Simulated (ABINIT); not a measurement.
## Run report: MnF2, single-point calculation (part 2 of 2)

Continued. System: MnF2 (6 atoms in the cell). Method: Kohn-Sham DFT of a periodic cell, PBE, JTH PAW PBE v2.0, spin-polarised (ABINIT 10.8.3); cutoff 707.5 eV, 6×6×8 k-mesh, fermi-dirac of 0.05 eV, collinear spins. The structure derives from an entry of the Crystallography Open Database.

Geometry of the input (Å; fractional positions):
```
4.8738  0.0000  0.0000
0.0000  4.8738  0.0000
0.0000  0.0000  3.3107
Mn 0.5000  0.5000  0.5000
Mn 0.0000  0.0000  0.0000
F  0.8053  0.1947  0.5000
F  0.6947  0.6947  0.0000
F  0.1947  0.8053  0.5000
F  0.3053  0.3053  0.0000
```

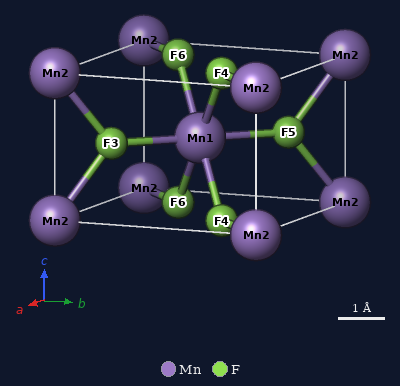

**Figure 1.** The input geometry (ball-and-stick view of the cell of the calculation, seen slightly off an axis; atoms are numbered from 1 in the order of the input). An atom can appear more than once, as a periodic image.

## The program's output, continued
```
--- !ResultsGS
iteration_state: {dtset: 1, }
comment   : Summary of ground state results
lattice_vectors:
- [  9.2101472,   0.0000000,   0.0000000, ]
- [  0.0000000,   9.2101472,   0.0000000, ]
- [  0.0000000,   0.0000000,   6.2563163, ]
lattice_lengths: [   9.21015,    9.21015,    6.25632, ]
lattice_angles: [ 90.000,  90.000,  90.000, ] # degrees, (23, 13, 12)
lattice_volume:   5.3070336E+02
convergence: {deltae:  6.821E-13, res2:  3.442E-10, residm:  1.538E-04, diffor: null, }
etotal    :  -3.07381181E+02
entropy   :   0.00000000E+00
fermie    :   1.51488764E-01
cartesian_stress_tensor: # hartree/bohr^3
- [ -1.08186039E-04,   0.00000000E+00,   0.00000000E+00, ]
- [  0.00000000E+00,  -1.08186039E-04,   0.00000000E+00, ]
- [  0.00000000E+00,   0.00000000E+00,  -1.25471076E-04, ]
pressure_GPa:   3.3525E+00
xred      :
- [  5.0000E-01,   5.0000E-01,   5.0000E-01, Mn]
- [  0.0000E+00,   0.0000E+00,   0.0000E+00, Mn]
- [  8.0530E-01,   1.9470E-01,   5.0000E-01,  F]
- [  6.9470E-01,   6.9470E-01,   0.0000E+00,  F]
- [  1.9470E-01,   8.0530E-01,   5.0000E-01,  F]
- [  3.0530E-01,   3.0530E-01,   0.0000E+00,  F]
cartesian_forces: # hartree/bohr
- [  1.80700362E-20,  -1.80700362E-20,  -0.00000000E+00, ]
- [  1.80700362E-20,  -1.80700362E-20,  -0.00000000E+00, ]
- [ -6.89238130E-04,   6.89238130E-04,   1.00872254E-30, ]
- [  6.89238130E-04,   6.89238130E-04,  -0.00000000E+00, ]
- [  6.89238130E-04,  -6.89238130E-04,  -1.00872254E-30, ]
- [ -6.89238130E-04,  -6.89238130E-04,  -0.00000000E+00, ]
force_length_stats: {min:   2.55548903E-20, max:   9.74729911E-04, mean:   6.49819941E-04, }
...

 Integrated electronic and magnetization densities in atomic spheres:
 ------------------------------------------------------------------------------------------------------------
 Radius=ratsph(iatom), smearing ratsm=  0.0000. Diff(up-dn)=approximate z local magnetic moment.
    Atom    Radius    up_density   dn_density  Total(up+dn)  Diff(up-dn)
    1 Mn   2.11192     8.729163     4.251048     12.980211     4.478115
    2 Mn   2.11192     8.729163     4.251048     12.980211     4.478115
    3  F   1.40289     2.880262     2.787623      5.667885     0.092639
    4  F   1.40289     2.880262     2.787623      5.667885     0.092639
    5  F   1.40289     2.880262     2.787623      5.667885     0.092639
    6  F   1.40289     2.880262     2.787623      5.667885     0.092639
 ------------------------------------------------------------------------------------------------------------
  Sum:                28.979375    19.652588     48.631963     9.326787
 Total magnetization (from the atomic spheres):                9.326787
 Total magnetization (exact up - dn):                          9.999962

================================================================================

 ----iterations are completed or convergence reached----

 Mean square residual over all n,k,spin=   13.854E-08; max=  15.377E-05
 reduced coordinates (array xred) for    6 atoms
       0.500000000000      0.500000000000      0.500000000000
       0.000000000000      0.000000000000      0.000000000000
       0.805300000000      0.194700000000      0.500000000000
       0.694700000000      0.694700000000      0.000000000000
       0.194700000000      0.805300000000      0.500000000000
       0.305300000000      0.305300000000      0.000000000000
 rms dE/dt=  4.2320E-03; max dE/dt=  6.3480E-03; dE/dt below (all hartree)
    1       0.000000000000      0.000000000000      0.000000000000
    2       0.000000000000      0.000000000000      0.000000000000
    3       0.006347984624     -0.006347984624     -0.000000000000
    4      -0.006347984624     -0.006347984624      0.000000000000
    5      -0.006347984624      0.006347984624      0.000000000000
    6       0.006347984624      0.006347984624      0.000000000000

 cartesian coordinates (angstrom) at end:
    1      2.43689999834649     2.43689999834649     1.65534999887738
    2      0.00000000000000     0.00000000000000     0.00000000000000
    3      3.92487113733686     0.94892885935612     1.65534999887738
    4      3.38582885770262     3.38582885770262     0.00000000000000
    5      0.94892885935612     3.92487113733686     1.65534999887738
    6      1.48797113899037     1.48797113899037     0.00000000000000

 cartesian forces (hartree/bohr) at end:
    1      0.00000000000000    -0.00000000000000    -0.00000000000000
    2      0.00000000000000    -0.00000000000000    -0.00000000000000
    3     -0.00068923813005     0.00068923813005     0.00000000000000
    4      0.00068923813005     0.00068923813005    -0.00000000000000
    5      0.00068923813005    -0.00068923813005    -0.00000000000000
    6     -0.00068923813005    -0.00068923813005    -0.00000000000000
 frms,max,avg= 4.5949209E-04 6.8923813E-04   0.000E+00  0.000E+00  0.000E+00 h/b

 cartesian forces (eV/Angstrom) at end:
    1      0.00000000000000    -0.00000000000000    -0.00000000000000
    2      0.00000000000000    -0.00000000000000    -0.00000000000000
    3     -0.03544204965473     0.03544204965473     0.00000000000000
    4      0.03544204965473     0.03544204965473    -0.00000000000000
    5      0.03544204965473    -0.03544204965473    -0.00000000000000
    6     -0.03544204965473    -0.03544204965473    -0.00000000000000
 frms,max,avg= 2.3628033E-02 3.5442050E-02   0.000E+00  0.000E+00  0.000E+00 e/A
 length scales=  1.000000000000  1.000000000000  1.000000000000 bohr
              =  0.529177210544  0.529177210544  0.529177210544 angstroms
 Fermi (or HOMO) energy (hartree) =   0.15149   Average Vxc (hartree)=  -0.34833
 Magnetization (Bohr magneton)=  1.00000000E+01
 Total spin up =  3.40000000E+01   Total spin down =  2.40000000E+01
 Eigenvalues (hartree) for nkpt=  50  k points, SPIN UP:
 kpt#   1, nband= 37, wtk=  0.00347, kpt=  0.0000  0.0000  0.0000 (reduced coord)
  -2.85917   -2.85915   -1.71297   -1.71297   -1.71093   -1.71093   -1.71078   -1.71071
  -0.77974   -0.76095   -0.75876   -0.75876   -0.17690   -0.14520   -0.12163   -0.11478
  -0.11478   -0.09900   -0.09797   -0.09797   -0.06465   -0.04906   -0.04906   -0.03821
   0.03914    0.04208    0.04414    0.04711    0.04711    0.06561    0.07316    0.11015
   0.11015    0.13077    0.17044    0.36748    0.36748
      occupation numbers for kpt#   1
   1.00000    1.00000    1.00000    1.00000    1.00000    1.00000    1.00000    1.00000
   1.00000    1.00000    1.00000    1.00000    1.00000    1.00000    1.00000    1.00000
   1.00000    1.00000    1.00000    1.00000    1.00000    1.00000    1.00000    1.00000
   1.00000    1.00000    1.00000    1.00000    1.00000    1.00000    1.00000    1.00000
   1.00000    0.99999    0.00003    0.00000    0.00000
 prteigrs : prtvol=0 or 1, do not print more k-points.

 Eigenvalues (hartree) for nkpt=  50  k points, SPIN DOWN:
 kpt#   1, nband= 37, wtk=  0.00347, kpt=  0.0000  0.0000  0.0000 (reduced coord)
  -2.67266   -2.67263   -1.53068   -1.53068   -1.52802   -1.52802   -1.52766   -1.52756
  -0.77214   -0.75365   -0.75158   -0.75158   -0.15700   -0.11634   -0.10624   -0.08985
  -0.08916   -0.08916   -0.08858   -0.08858   -0.05697   -0.04266   -0.04266   -0.03207
   0.19276    0.19476    0.20955    0.21253    0.21253    0.21491    0.22703    0.22734
   0.25982    0.25982    0.27826    0.40062    0.40062
      occupation numbers for kpt#   1
   1.00000    1.00000    1.00000    1.00000    1.00000    1.00000    1.00000    1.00000
   1.00000    1.00000    1.00000    1.00000    1.00000    1.00000    1.00000    1.00000
   1.00000    1.00000    1.00000    1.00000    1.00000    1.00000    1.00000    1.00000
   0.00000    0.00000    0.00000    0.00000    0.00000    0.00000    0.00000    0.00000
   0.00000    0.00000    0.00000    0.00000    0.00000
 prteigrs : prtvol=0 or 1, do not print more k-points.

--- !EnergyTerms
iteration_state     : {dtset: 1, }
comment             : Components of total free energy in Hartree
kinetic             :  6.35542774228259E+01
hartree             :  9.30967159417297E+01
xc                  : -2.08584953642236E+01
Ewald energy        : -1.82093169470285E+02
psp_core            :  9.02102603366388E+00
local_psp           : -2.56424287134329E+02
PAW spherical_terms : -1.36772528004233E+01
internal            : -3.07381185371041E+02
'-kT*entropy'       : -5.39784961914554E-09
total_energy        : -3.07381185376439E+02
total_energy_eV     : -8.36426816002578E+03
...

--- !EnergyTermsDC
iteration_state     : {dtset: 1, }
comment             : '"Double-counting" decomposition of free energy'
band_energy         : -3.81433842950823E+01
Ewald energy        : -1.82093169470285E+02
psp_core            :  9.02102603366388E+00
xc_dc               : -8.68820631500701E+01
PAW spherical_terms : -9.28359013369499E+00
internal            : -3.07381181015469E+02
'-kT*entropy'       : -5.39784961914554E-09
total_energy_dc     : -3.07381181020867E+02
total_energy_dc_eV  : -8.36426804150461E+03
...

--- !EnergyTermsWithPAWCore
iteration_state     : {dtset: 1, }
comment             : 'Components of total free energy, including PAW core contributions'
Total energy        : -2.71703093465419E+03
Total energy DC     : -2.71703093029862E+03
Total energy (eV)   : -7.39341782051539E+04
Total energy DC (eV): -7.39341780866327E+04
...

 Cartesian components of stress tensor (hartree/bohr^3)
  sigma(1 1)= -1.08186039E-04  sigma(3 2)=  0.00000000E+00
  sigma(2 2)= -1.08186039E-04  sigma(3 1)=  0.00000000E+00
  sigma(3 3)= -1.25471076E-04  sigma(2 1)=  0.00000000E+00

-Cartesian components of stress tensor (GPa)         [Pressure=  3.3525E+00 GPa]
- sigma(1 1)= -3.18294314E+00  sigma(3 2)=  0.00000000E+00
- sigma(2 2)= -3.18294314E+00  sigma(3 1)=  0.00000000E+00
- sigma(3 3)= -3.69148651E+00  sigma(2 1)=  0.00000000E+00

== END DATASET(S) ==============================================================
================================================================================

 -outvars: echo values of variables after computation  --------
            acell      1.0000000000E+00  1.0000000000E+00  1.0000000000E+00 Bohr
           etotal     -3.0738118102E+02
            fcart      1.8070036208E-20 -1.8070036208E-20 -0.0000000000E+00
                       1.8070036208E-20 -1.8070036208E-20 -0.0000000000E+00
                      -6.8923813005E-04  6.8923813005E-04  1.0087225387E-30
                       6.8923813005E-04  6.8923813005E-04 -0.0000000000E+00
                       6.8923813005E-04 -6.8923813005E-04 -1.0087225387E-30
                      -6.8923813005E-04 -6.8923813005E-04 -0.0000000000E+00
            rprim      9.2101471862E+00  0.0000000000E+00  0.0000000000E+00
                       0.0000000000E+00  9.2101471862E+00  0.0000000000E+00
                       0.0000000000E+00  0.0000000000E+00  6.2563162808E+00
           strten     -1.0818603855E-04 -1.0818603855E-04 -1.2547107637E-04
                       0.0000000000E+00  0.0000000000E+00  0.0000000000E+00
           xangst      2.4368999983E+00  2.4368999983E+00  1.6553499989E+00
                       0.0000000000E+00  0.0000000000E+00  0.0000000000E+00
                       3.9248711373E+00  9.4892885936E-01  1.6553499989E+00
                       3.3858288577E+00  3.3858288577E+00  0.0000000000E+00
                       9.4892885936E-01  3.9248711373E+00  1.6553499989E+00
                       1.4879711390E+00  1.4879711390E+00  0.0000000000E+00
             xred      5.0000000000E-01  5.0000000000E-01  5.0000000000E-01
                       0.0000000000E+00  0.0000000000E+00  0.0000000000E+00
                       8.0530000000E-01  1.9470000000E-01  5.0000000000E-01
                       6.9470000000E-01  6.9470000000E-01  0.0000000000E+00
                       1.9470000000E-01  8.0530000000E-01  5.0000000000E-01
                       3.0530000000E-01  3.0530000000E-01  0.0000000000E+00
 Calculation completed.
```
